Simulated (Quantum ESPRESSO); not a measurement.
**Al$_{2}$O$_{3}$: 7 runs along one coordinate**

System: Al$_{2}$O$_{3}$ (10 atoms in the cell).
Method: Kohn-Sham DFT of a periodic cell, r2SCAN, SG15 PBE 1.2, no spin polarisation (Quantum ESPRESSO 7.5).

The 7 runs differ only in the geometry, by an even scaling of the cell at fixed fractional positions. The structure derives from an entry of the Crystallography Open Database.

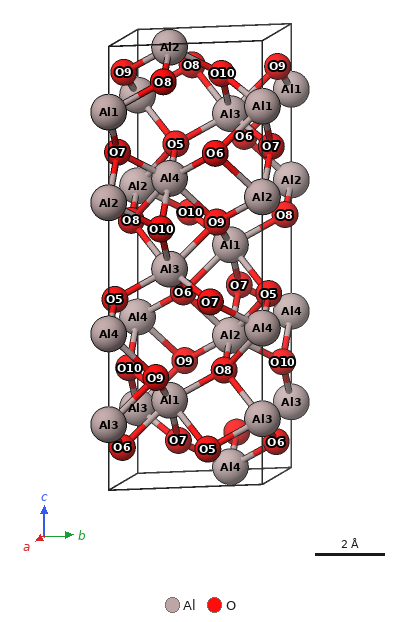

Figure 1. The structure of run 4 (ball-and-stick view of the cell 3 times as large as that of the calculation, set on its symmetry axes, seen slightly off an axis; atoms are numbered from 1 in the order of the input). An atom can appear more than once, as a periodic image.

## Input of run 4
```
&CONTROL
  calculation = 'scf'
  prefix = 'pwscf'
  outdir = './tmp'
  pseudo_dir = './pseudo'
  tprnfor = .true.
  tstress = .true.
  disk_io = 'nowf'
/
&SYSTEM
  ibrav = 0
  nat = 10
  ntyp = 2
  ecutwfc = 88
  nbnd = 52
  input_dft = 'r2scan'
  occupations = 'smearing'
  smearing = 'fd'
  degauss = 0.00367493
  nosym = .true.
  nr1 = 60
  nr2 = 60
  nr3 = 60
/
&ELECTRONS
  conv_thr = 1d-08
  electron_maxstep = 120
  mixing_beta = 0.5
/
ATOMIC_SPECIES
Al    26.9815 Al_ONCV_PBE-1.2.upf
O     15.9990 O_ONCV_PBE-1.2.upf
CELL_PARAMETERS angstrom
   2.3802500000    1.3742379782    4.3318666667
  -2.3802500000    1.3742379782    4.3318666667
   0.0000000000   -2.7484759565    4.3318666667
ATOMIC_POSITIONS crystal
Al     0.8521600000    0.8521600000    0.8521600000
Al     0.6478400000    0.6478400000    0.6478400000
Al     0.1478400000    0.1478400000    0.1478400000
Al     0.3521600000    0.3521600000    0.3521600000
O      0.0566800000    0.7500000000    0.4433200000
O      0.7500000000    0.4433200000    0.0566800000
O      0.4433200000    0.0566800000    0.7500000000
O      0.9433200000    0.2500000000    0.5566800000
O      0.2500000000    0.5566800000    0.9433200000
O      0.5566800000    0.9433200000    0.2500000000
K_POINTS automatic
4 4 4 0 0 0
```

Command:
```bash
OMP_NUM_THREADS=1 mpirun -n 2 pw.x -nk 2 -in pw.in > pw.out
```

Lattice vectors (Å) and fractional positions of run 4:
```
   2.380250    1.374238    4.331867
  -2.380250    1.374238    4.331867
   0.000000   -2.748476    4.331867
Al  0.852160  0.852160  0.852160
Al  0.647840  0.647840  0.647840
Al  0.147840  0.147840  0.147840
Al  0.352160  0.352160  0.352160
O   0.056680  0.750000  0.443320
O   0.750000  0.443320  0.056680
O   0.443320  0.056680  0.750000
O   0.943320  0.250000  0.556680
O   0.250000  0.556680  0.943320
O   0.556680  0.943320  0.250000
```

Run 2 differs from it as follows:
```diff
-   2.3802500000    1.3742379782    4.3318666667
-  -2.3802500000    1.3742379782    4.3318666667
-   0.0000000000   -2.7484759565    4.3318666667
+   2.3480805160    1.3556649179    4.2733207511
+  -2.3480805160    1.3556649179    4.2733207511
+   0.0000000000   -2.7113298360    4.2733207511
```

## Results, with one run withheld

```tsv
run	volume per atom (Å³)	free energy per atom, from the lowest run given (meV)	pressure (GPa)	gap on the mesh (eV)
1	7.992	26.58	17.72	7.78
2	8.162	?	?	?
3	8.332	2.63	5.18	7.23
4	8.502	0.00	−0.21	6.97
5	8.672	2.81	−5.09	6.71
6	8.842	10.55	−9.50	6.47
7	9.012	22.75	−13.49	6.23
```

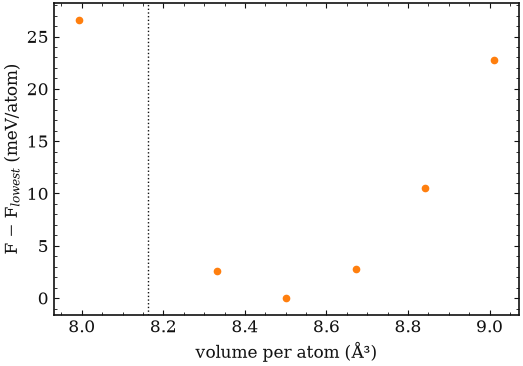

Figure 2. Free energy per atom of the runs given; the dotted line marks run 2.

Fit the runs given and predict run 2.

A cubic polynomial in V^(−2/3) (the Birch–Murnaghan form), fitted to the 6 runs given, misses them by under 0.01 meV per atom. With x = V^(−2/3) − 0.23921 Å⁻², it reads F = 0.23889 − 508.27 x + 2.6586e+05 x² − 5279.9 x³ (meV per atom). At run 2 it gives 11.28 meV per atom, and the run itself gives 11.28. The slope of the fit gives a pressure −dF/dV of 11.18 GPa there, and the run prints 11.13 GPa. The fit has its minimum at 8.496 Å³ per atom, where V d²F/dV² gives 257 GPa. Cell shape and fractional positions are held, so this is the stiffness under even scaling; the relaxed bulk modulus wasn't computed. The gap on the mesh goes, without turning, from 7.78 eV in run 1 to 6.23 eV in run 7; run 2 has 7.50 eV. These are gaps of this functional on this mesh, which can miss the band edges; they aren't the measured gap.

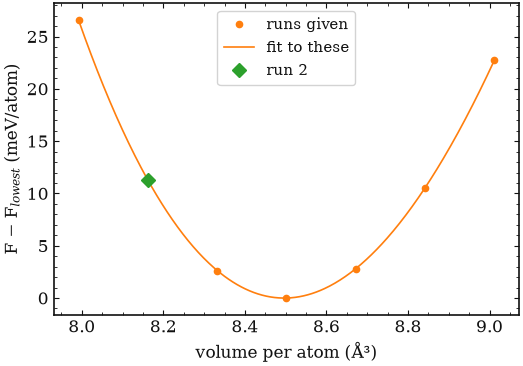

Figure 3. The fit and the withheld run.

## Some lines of the output (run 2)
```
[...]
     total energy              =    -747.19011510 Ry
     total energy              =    -747.21697597 Ry
     total energy              =    -747.21823796 Ry
     total energy              =    -747.21847300 Ry
     total energy              =    -747.21852986 Ry
     total energy              =    -747.21853281 Ry
     total energy              =    -747.21853286 Ry
     total energy              =    -747.21853295 Ry
     total energy              =    -747.21853294 Ry
     the Fermi energy is    12.0233 ev
!    total energy              =    -747.21853294 Ry
     The total energy is F=E-TS. E is the sum of the following terms:
     Computing stress (Cartesian axis) and pressure
          total   stress  (Ry/bohr**3)                   (kbar)     P=      111.33
```

Notes: Further notes kept with the run: potentials made for another functional. Points of doubt noted for this run: potentials made for another functional.
